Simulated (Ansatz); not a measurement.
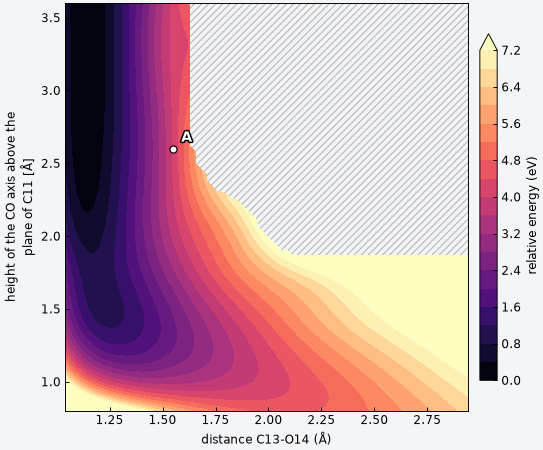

CO on a C(100) slab cut from the P6/mmm phase, its upper half relaxed before the scan (12 atoms of substrate and one adsorbate in a 2 × 1 cell). CO lies flat over one site of a rigid substrate while its bond length and height are varied; it sits over a bridge site, heights counted from the top plane, its axis along the second surface vector. First axis: distance C13-O14. Second axis: height of the CO axis above the plane of C11. The scan uses an 8 × 8 grid. At 15 points there is no value (left out: too close to the surface, or the stretched molecule far from it). Points are written as (first, second). Energies: eV, counted from the lowest grid point. The calculation used Ansatz, DFT PBE, scalar-relativistic, plane waves, PAW. Settings: cutoff 420 eV, k-mesh 6×3×1, gaussian smearing 0.1 eV, no spin polarisation.

In the figure: filled contours, one colour for all values above the top of the scale, hatched blanks where no value was computed, the point A. Between grid points the surface is interpolated.

Is A at rest? If not, where is it pushed?

Answer. A, at (1.549 Å, 2.60 Å), is not a stationary point. The computed force is 12 eV for each Å towards smaller values of distance C13-O14 and 0.17 eV for each Å towards smaller values of the second coordinate.

PAW datasets: the set soft_1.
